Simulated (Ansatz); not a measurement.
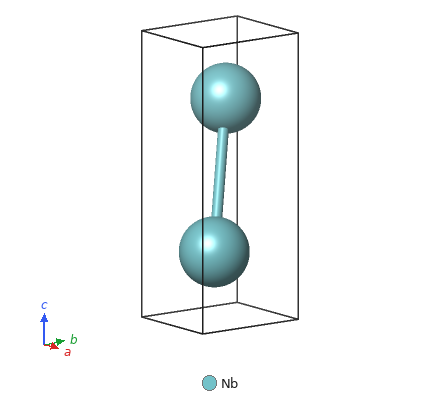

Nb (P6_3/mmc, No. 194): coordinates from a relaxation at fixed volume with Ansatz, DFT PBE, spin-orbit coupling, plane waves, PAW; the starting structure was generated, so it need not be a known form of this composition.

```cif
data_structure
_symmetry_space_group_name_H-M 'P6_3/mmc'
_symmetry_Int_Tables_number 194
_cell_length_a 2.8721
_cell_length_b 2.8721
_cell_length_c 5.2529
_cell_angle_alpha 90.000
_cell_angle_beta 90.000
_cell_angle_gamma 120.000
_cell_volume 37.52
loop_
_atom_site_label
_atom_site_type_symbol
_atom_site_symmetry_multiplicity
_atom_site_Wyckoff_symbol
_atom_site_fract_x
_atom_site_fract_y
_atom_site_fract_z
_atom_site_occupancy
Nb1 Nb 2 d 0.33333 0.66667 0.75000 1
```

What will a projected-potential map along [201] show? Computed as the sum of neutral-atom potentials (tabulated electron scattering factors, B = 0.3 Å²) projected along the beam and smoothed by 0.25 Å; brighter is more positive. The display is stretched by a gamma of 0.6; percentages refer to the linear signal.

Answer. The columns repeat on a centred rectangular net of 1.94 × 4.97 Å (plane group c2mm). All columns are alike (Nb). The shortest distance between visible columns is 1.28 Å in projection. Along the beam the structure repeats every 7.78 Å.

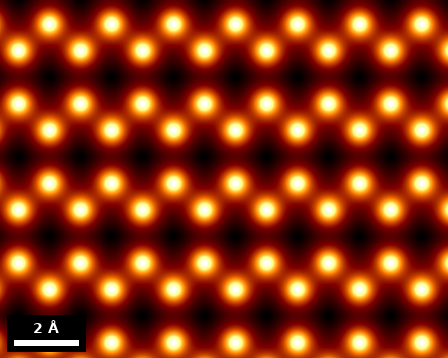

The simulated image.
